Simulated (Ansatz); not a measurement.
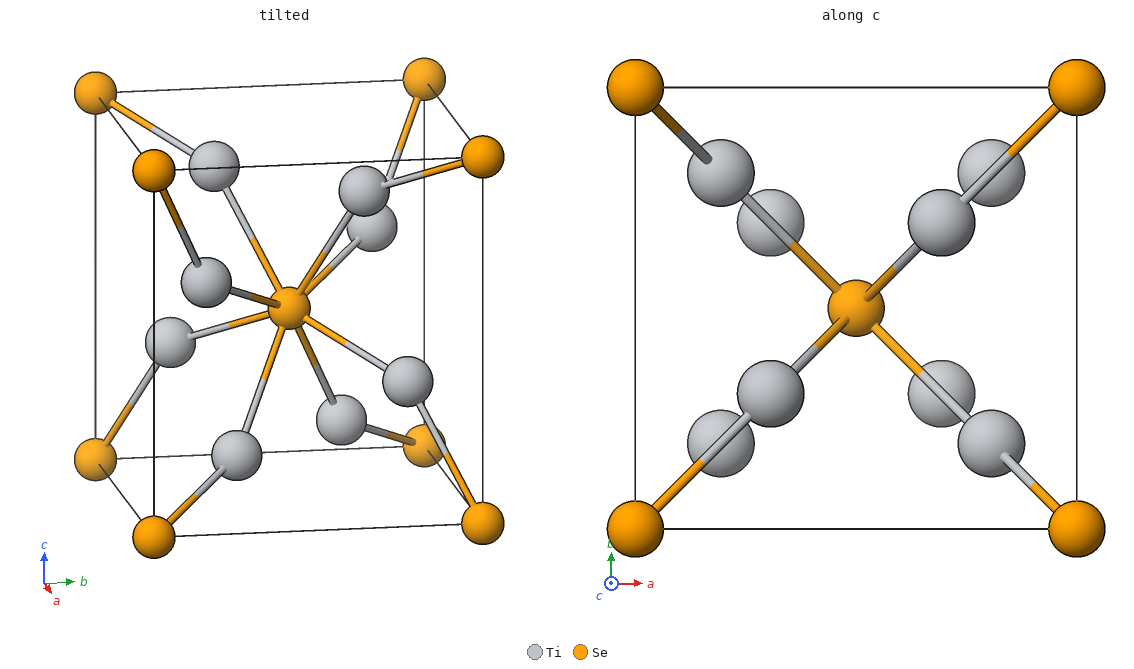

Crystal structure, ball-and-stick style, seen slightly off an axis and along the c axis. The lines enclose the conventional unit cell; boundary atoms appear with their images. Cell: a = 5.41 Å, b = 5.41 Å, c = 6.10 Å, α = 90.00°, β = 90.00°, γ = 90.00°.

Its origin is a structure type filled with these elements by a generator (whether the compound takes this form wasn't checked). Earlier steps of the study may have refined or changed the cell and positions. A calculation with Ansatz used it as input.

**In words:**

Chemical formula Ti4Se. Space group I-42m (No. 121), lattice body-centred tetragonal. With Z = 2, the cell contains 8 Ti, 2 Se. Within bonding distance, the neighbour counts come to Ti 4 and Se 8. Not all metal-metal contacts are counted.

Computed with DFT PBE, scalar-relativistic, plane waves, PAW (Ansatz). Settings: plane waves up to 420 eV, k-points about 0.16 Å⁻¹ apart, Gaussian smearing of 0.1 eV, no spin polarisation.

**Classify it as metallic or gapped, with the value.**

A metal: bands cross the Fermi level.

**What are the atomic charges by Bader's partition?**

Ti +0.42 e; Se -1.69 e.

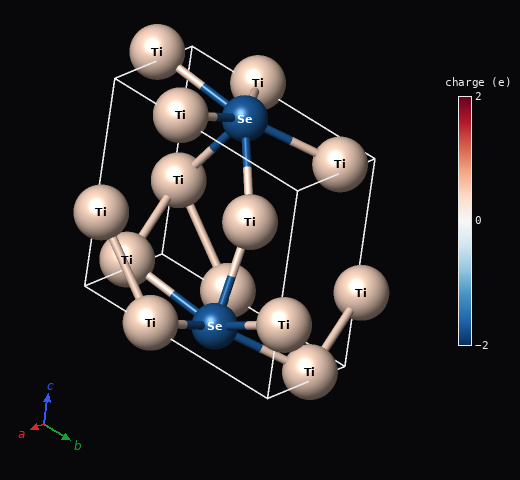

The atoms coloured by those charges. The run's cell of 5 atoms is drawn, so axes and origin can differ from the first picture.

**Do the forces and the stress vanish for this geometry?**

Yes. The largest force is 0.01 eV/Å. The pressure is 0.0 GPa, close to zero.
